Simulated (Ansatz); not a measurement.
Run report: TlBr, phonon calculation (part 2 of 2)

Continued. System: TlBr (Pm-3m, 2 atoms in the cell). Method: DFT, PBEsol, PAW with Ansatz's default frozen-core files, scalar-relativistic; harmonic phonons by finite displacements, no spin polarisation (Ansatz 0.2.0); cutoff 420 eV, 6×6×6 k-mesh, fixed occupations. The structure derives from an entry of the Crystallography Open Database. It belongs to a series of runs on one base structure; here: PAW files in place of LAPW.

Geometry of the input (Å; fractional positions):
```
3.9145  0.0000  0.0000
0.0000  3.9145  0.0000
0.0000  0.0000  3.9145
Tl 0.0000  0.0000  0.0000
Br 0.5000  0.5000  0.5000
```

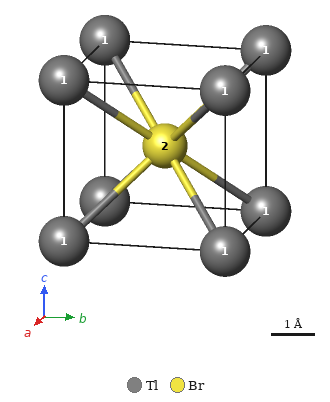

Figure 1. The input geometry (ball-and-stick view of the cell of the calculation, seen slightly off an axis; atoms are numbered from 1 in the order of the input). An atom can appear more than once, as a periodic image.

**Output, continued**
```
SCF iter   1: F=—  HF=-28067.393748 eV  |F-HF|=—  |Δ(HF+E_count)|=         —  Δρ=1.50e-7  dr2=3.67e-11  ethr=1.56e-12  ⟨swp⟩=3.0  Hψ=798  notcnv=0
preconditioner: auto → Resta (q_TF=auto, 2.272 Å⁻¹)  ε∞=4.6  [insulator: Δε(μ)=1.587 eV  Ē_g=11.312 eV  n_scr=26 (ndim 8)  ℏωp=21.4 eV  f_vac=0.000  ε∞_Penn≈4.6]
SCF iter   2: F=-28067.393748 eV  HF=-28067.393748 eV  |F-HF|=0.00e0  |Δ(HF+E_count)|=  1.09e-11  Δρ=7.28e-8  dr2=7.43e-12  ethr=1.00e-12  ⟨swp⟩=3.6  Hψ=711  notcnv=0
SCF 7 converged in 2 iterations: F = -28067.393748 eV  dr2 = 7.43e-12
Symmetry: 6 space group operations
k-points: 16 of 108 (time reversal used)
iter 1 solved again at ethr=2.58e-7 eV; its pass at ethr=3.10e-3 eV (dr2=1.03e-4 eV) is discarded
SCF iter   1: F=—  HF=-28067.393749 eV  |F-HF|=—  |Δ(HF+E_count)|=         —  Δρ=5.69e-5  dr2=6.07e-6  ethr=2.58e-7  ⟨swp⟩=3.0  Hψ=1845  notcnv=0  defer=28
SCF iter   2: F=—  HF=-28067.393742 eV  |F-HF|=—  |Δ(HF+E_count)|=   7.56e-6  Δρ=2.18e-5  dr2=6.70e-7  ethr=1.52e-8  ⟨swp⟩=2.4  Hψ=652  notcnv=0  defer=15
SCF iter   3: F=—  HF=-28067.393745 eV  |F-HF|=—  |Δ(HF+E_count)|=   3.41e-6  Δρ=4.59e-6  dr2=1.15e-8  ethr=1.68e-9  ⟨swp⟩=2.1  Hψ=638  notcnv=0  defer=1
SCF iter   4: F=—  HF=-28067.393745 eV  |F-HF|=—  |Δ(HF+E_count)|=   2.17e-9  Δρ=4.23e-7  dr2=3.19e-10  ethr=2.88e-11  ⟨swp⟩=2.2  Hψ=640  notcnv=0  defer=1
SCF iter   5: F=—  HF=-28067.393745 eV  |F-HF|=—  |Δ(HF+E_count)|=  1.82e-11  Δρ=1.53e-7  dr2=1.51e-11  ethr=1.00e-12  ⟨swp⟩=2.4  Hψ=704  notcnv=0  defer=1
SCF iter   6: F=-28067.393745 eV  HF=-28067.393745 eV  |F-HF|=3.64e-12  |Δ(HF+E_count)|=    0.00e0  Δρ=2.75e-8  dr2=8.50e-13  ethr=1.00e-12  ⟨swp⟩=6.0  Hψ=1822  notcnv=0
SCF 8 converged in 6 iterations: F = -28067.393745 eV  dr2 = 8.50e-13
iter 1 solved again at ethr=1.53e-8 eV; its pass at ethr=3.10e-3 eV (dr2=6.13e-6 eV) is discarded
SCF iter   1: F=—  HF=-28067.393746 eV  |F-HF|=—  |Δ(HF+E_count)|=         —  Δρ=3.31e-5  dr2=1.40e-6  ethr=1.53e-8  ⟨swp⟩=3.1  Hψ=2062  notcnv=0  defer=23
SCF iter   2: F=—  HF=-28067.393743 eV  |F-HF|=—  |Δ(HF+E_count)|=   2.65e-6  Δρ=1.67e-5  dr2=3.03e-7  ethr=3.51e-9  ⟨swp⟩=2.4  Hψ=513  notcnv=0  defer=15
SCF iter   3: F=—  HF=-28067.393743 eV  |F-HF|=—  |Δ(HF+E_count)|=   1.26e-8  Δρ=2.78e-6  dr2=1.05e-8  ethr=7.58e-10  ⟨swp⟩=2.7  Hψ=689  notcnv=0  defer=15
SCF iter   4: F=—  HF=-28067.393743 eV  |F-HF|=—  |Δ(HF+E_count)|=   2.71e-9  Δρ=9.39e-7  dr2=1.36e-9  ethr=2.63e-11  ⟨swp⟩=2.0  Hψ=670  notcnv=0  defer=15
SCF iter   5: F=—  HF=-28067.393743 eV  |F-HF|=—  |Δ(HF+E_count)|=  2.95e-10  Δρ=2.51e-7  dr2=1.22e-10  ethr=3.41e-12  ⟨swp⟩=2.2  Hψ=673  notcnv=0  defer=15
SCF iter   6: F=—  HF=-28067.393743 eV  |F-HF|=—  |Δ(HF+E_count)|=  2.18e-11  Δρ=8.34e-8  dr2=1.46e-11  ethr=1.00e-12  ⟨swp⟩=1.2  Hψ=388  notcnv=0  defer=15
SCF iter   7: F=-28067.393743 eV  HF=-28067.393743 eV  |F-HF|=1.46e-11  |Δ(HF+E_count)|=  1.46e-11  Δρ=1.52e-8  dr2=4.29e-13  ethr=1.00e-12  ⟨swp⟩=5.9  Hψ=1792  notcnv=0
SCF 9 converged in 7 iterations: F = -28067.393743 eV  dr2 = 4.29e-13
SCF converged after 2 iterations
Free energy (F): -28067.393748 eV
Harris-Foulkes:  -28067.393748 eV  (|F-HF|=1.82e-11)
Internal energy: -28067.393748 eV  (E = F + TS)
E sigma→0 (E₀):  -28067.393748 eV
Fermi energy:    5.716957 eV
--- Per-component energies (eV) ---
  E_band       = -66.801610
  E_kinetic    = 929.594934
  E_local      = -2375.233165  (includes V_loc(G=0)·N_el)
  E_nonlocal   = 780.840708
  E_hartree    = 826.987813
  E_xc         = -981.348847
  E_vxc        = -492.396348  (∫ρ·V_xc dr)
  E_paw        = -24436.336696  (= ΣΔE_a)
  E_vpaw       = -563.583333  (= ΣTr[D̂ρ^β])
  E_aug_tail   = 0.000067  (compensation charges beyond the density's cutoff)
  E_ewald      = -2812.159632
  E_core_change = 0.261071  (= ΣΔE_core)
  E_smearing   = -0.000000  (= −TS)
  E_closure    = -0.000000  (closes the sum)
  Σ components = -28067.393748   (vs F -28067.393748, Δ=0.00e0)
--- Forces (eV/Å), atoms counted from 1 ---
  atom   1  Tl    -0.00000000    -0.00000000    -0.00000000
  atom   2  Br    -0.00000000     0.00000000     0.00000000
  atom   3  Tl     0.00000000    -0.00000000     0.00000000
  atom   4  Br     0.00000000     0.00000000     0.00000000
  max |Σ_I F_I| component: 9.07e-30 eV/Å
--- Band table (eV; the first three rows and the last of 24) ---
  k-point 0: bands = ["-8.3607", "-7.9457", "-4.4728", "-4.4728", "-4.3873", "-4.3188", "-4.3188", "-4.2674", "-4.2660", "-4.2660", "-4.2660", "-4.1996", "0.8757", "1.8129", "2.3706", "2.3706", "4.1655", "4.1655", "4.1655", "4.8180", "10.5493", "10.5493", "12.4295", "12.4295"]
  k-point 1: bands = ["-8.2346", "-8.0236", "-4.4495", "-4.4110", "-4.4075", "-4.3117", "-4.3055", "-4.3004", "-4.2966", "-4.2854", "-4.2791", "-4.2749", "0.5039", "0.6280", "2.7648", "3.6488", "4.4026", "4.5216", "4.7409", "5.0354", "9.2628", "10.2610", "10.8268", "11.5211"]
  k-point 2: bands = ["-8.2939", "-7.9791", "-4.4695", "-4.4344", "-4.3983", "-4.3243", "-4.3040", "-4.2891", "-4.2849", "-4.2849", "-4.2643", "-4.2377", "0.5880", "0.8081", "2.7949", "3.6893", "4.2955", "4.2955", "4.3612", "4.7969", "9.6831", "10.6254", "10.8714", "12.5181"]
  k-point 23: bands = ["-7.9457", "-7.9457", "-4.3873", "-4.3873", "-4.3188", "-4.3188", "-4.3188", "-4.3188", "-4.2674", "-4.2674", "-4.1996", "-4.1996", "1.8129", "1.8129", "2.3706", "2.3706", "2.3706", "2.3706", "4.8180", "4.8180", "10.5493", "10.5493", "10.5493", "10.5493"]
--- Phonons: 6 displaced members + 3 references (amplitude of the first 0.0025 Å, Σ member SCF iterations 39) ---
  ASR residual: 1.225e-4 → 0.000e0 eV/Å²; symmetrization residual: 6.373e-5 eV/Å²
  largest component of a force at the reference: 6.7e-30 eV/Å
  ASR residual per site (eV/Å²): 9.65e-5 1.22e-4
  Γ frequencies (cm⁻¹): 0.00 0.00 0.00 38.46 38.46 38.46
  Unit cell's response to a homogeneous field: 3 representative field directions (Σ response iterations 15)
  ε∞ (high-frequency dielectric tensor):
        6.627662    -0.000000     0.000000
       -0.000000     6.627662     0.000000
        0.000000     0.000000     6.627662
  ε⁰ (static dielectric tensor): not given — the deck does not say what the cell's rigid motions are, and on a molecule in a box or a wire the rigid rotations would enter the sum over the modes at Γ. For a crystal or a slab, whose only rigid motions are the translations, set phonons.rigid_motions: translations.
  Born effective charges Z* (e; rows j = field, columns β = displacement):
    site 0:
         2.17164   -0.00000    0.00000
         0.00000    2.17164    0.00000
        -0.00000    0.00000    2.17164
    site 1:
        -2.17164    0.00000    0.00000
        -0.00000   -2.17164   -0.00000
         0.00000   -0.00000   -2.17164
  Z* charge neutrality: 1.120e-3 e pre-enforcement
  solved inside a basis spanned on the 6×6×6 k-mesh, on 8×8×8 k-points transformed towards the longest dipole: ε∞ is read to err by 2.0e-2, Z* by 1.4e-2 e; Z* is corrected for what the basis lacks
  optical modes at Γ without the LO–TO term, one row a degenerate level:
      ω (cm⁻¹)  modes    IR ((D/Å)²/amu)
         38.46      3             5.6820
  optical modes at Γ + LO–TO along q̂ = [1.0000, 0.0000, 0.0000]:
      ω (cm⁻¹)  modes    IR ((D/Å)²/amu)
         38.46      2             3.7880
        107.89      1             1.8940
  optical modes at Γ + LO–TO along q̂ = [0.0000, 1.0000, 0.0000]:
      ω (cm⁻¹)  modes    IR ((D/Å)²/amu)
         38.46      2             3.7880
        107.89      1             1.8940
  optical modes at Γ + LO–TO along q̂ = [0.0000, 0.0000, 1.0000]:
      ω (cm⁻¹)  modes    IR ((D/Å)²/amu)
         38.46      2             3.7880
        107.89      1             1.8940
--- Phonons (by wavevector): 4 wavevectors in 3 supercells ---
  supercell 1 (2 cells, vectors [1, 0, 0], [0, 1, -1], [0, 0, 2] in multiples of the cell's): 2 displaced members by 0.0025 Å; free energy -28067.393748 eV; taken off its force constants: by the sum rule 7.3e-5, by the symmetrisation 4.4e-5 eV/Å²
  symmetry images taken by strict's conditions (phonons.symmetry_images: auto; settled by no image being taken that strict refuses)
  supercell 2 (2 cells, vectors [1, 0, 0], [0, 1, 0], [0, 0, 2] in multiples of the cell's): 2 displaced members by 0.0025 Å; free energy -28067.393748 eV; taken off its force constants: by the sum rule 5.3e-5, by the symmetrisation 1.5e-5 eV/Å²; Γ matrix within 2.6e-5 eV/Å² of supercell 1's
  symmetry images taken by strict's conditions (phonons.symmetry_images: auto; settled by no image being taken that strict refuses)
  supercell 3 (2 cells, vectors [0, 1, -1], [-1, 1, 0], [0, 0, 2] in multiples of the cell's): 2 displaced members by 0.0025 Å; free energy -28067.393748 eV; taken off its force constants: by the sum rule 1.2e-4, by the symmetrisation 6.4e-5 eV/Å²; Γ matrix within 3.1e-5 eV/Å² of supercell 1's
  symmetry images taken by strict's conditions (phonons.symmetry_images: auto; settled by no image being taken that strict refuses)
  q = [0.0000, 0.0000, 0.0000] (star 1, supercell 1; hermiticity 3.41e-17, symmetrization 8.33e-6): -0.00 0.00 0.00 38.46 38.46 38.46
  q = [0.0000, 0.0000, -0.5000] (star 3, supercell 2; hermiticity 2.04e-16, symmetrization 1.80e-16): 20.04 20.04 58.02 58.02 65.37 107.49
  q = [0.0000, -0.5000, -0.5000] (star 3, supercell 1; hermiticity 1.51e-16, symmetrization 8.19e-16): 14.71 37.11 37.11 43.80 66.66 66.66
  q = [-0.5000, -0.5000, -0.5000] (star 1, supercell 3; hermiticity 1.89e-16, symmetrization 8.04e-16): 41.32 41.32 41.32 91.27 91.27 91.27
  joined force constants: q→R imaginary residual 1.04e-17
  density of states and harmonic sums: on the 16×16×16 q-mesh, interpolated from the force constants of a 2×2×2 supercell (with the dipole–dipole term)
  largest difference from the sums on the solved wave vectors: F 6.63e-2 eV, S 9.86e-5 and C_V 3.22e-5 eV/K
  zero-point energy: 0.019372 eV/cell   skipped modes (ω ≤ 0): 3   left out of the sums: 1.22e-4 of the cell's modes: C_V's classical limit lies that fraction below 3 k_B per atom; for a crystal, a wire or a layer, F and S can be off by more, and a phonons.interpolated_qmesh denser along its periods is the remedy for the sampling
```

**File phthermo.tsv**
```
# format = ansatz-phthermo/1
# interpolated_qmesh = 16 16 16
# force_constants_supercell = 2 2 2
# non_analytic_term = included (the dipole-dipole term of the run's Born effective charges and high-frequency dielectric tensor (where they are solved with the displacements' responses and are means over more operations than the force constants, of those that the k mesh gives, averaged as the force constants are; where they are of points inside a basis, what they differ from the k mesh's own by stays in what lies between the sampled wave vectors) is in the interpolated dynamical matrix, and no dipole-quadrupole or higher term is, so what lies between sampled wave vectors stays as converged as the mesh, the term itself as its tensors are in theirs, and near GAMMA the transverse optical and acoustic branches of a crystal with a site that is no centre of inversion can stay off; a row of a path at GAMMA holds the limit along its piece of the path (the whole path, where it does not jump; a piece that never leaves GAMMA stands at zero macroscopic field), a row of a mesh at GAMMA stands at zero macroscopic field with that point's weight, and on a cell with vacuum the term is the periodic stack's, or with phonons.isolated the sheet's or wire's own, and can move a branch further from a solve)
# zero_point_energy_ev = 1.9371665170e-2
# n_skipped_modes = 3
# share_of_modes_left_out = 1.2207031250e-4
# rigid_motions_known_by = geometry
# t_k	f_vib_ev	s_ev_per_k	c_v_ev_per_k
0.0000	1.9371665170e-2	0.0000000000e0	0.0000000000e0
100.0000	-1.9312396020e-2	7.3857898835e-4	4.8952111201e-4
200.0000	-1.1244348698e-1	1.0864121515e-3	5.0982626222e-4
300.0000	-2.3215232331e-1	1.2940342238e-3	5.1377402072e-4
400.0000	-3.6930797492e-1	1.4420576195e-3	5.1517033481e-4
500.0000	-5.1947800383e-1	1.5570922920e-3	5.1581922271e-4
600.0000	-6.8003351331e-1	1.6511713962e-3	5.1617239638e-4
700.0000	-8.4923185405e-1	1.7307569943e-3	5.1638558476e-4
800.0000	-1.0258322837e0	1.7997203353e-3	5.1652404727e-4
900.0000	-1.2089061090e0	1.8605639177e-3	5.1661902000e-4
1000.0000	-1.3977319741e0	1.9149988694e-3	5.1668697504e-4
```

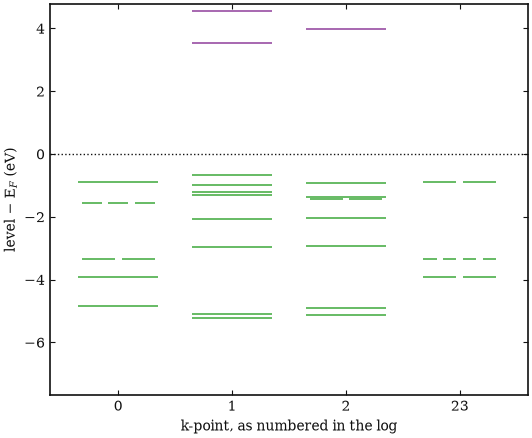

Figure 2. Kohn–Sham levels near the Fermi level (dotted) at the few k-points that the log prints; levels within 0.02 eV of each other stand side by side. Among these points the highest filled and lowest empty levels are 4.23 eV apart; the gap on the full mesh, 1.59 eV, has an edge at a point that isn't printed.

**Summary**

```csv
quantity,value
outcome,converged
space group (tolerance 0.01 Å),Pm-3m (221)
electrons treated,40
free energy,−28067.3937 eV
Fermi energy,5.717 eV
gap on the k-point mesh,1.59 eV
largest force (length of the vector),under 0.001 eV/Å
wall time,1.7 min
peak memory,0.54 GiB
```

**Notes**

Spin–orbit coupling is left out, which matters for Tl.
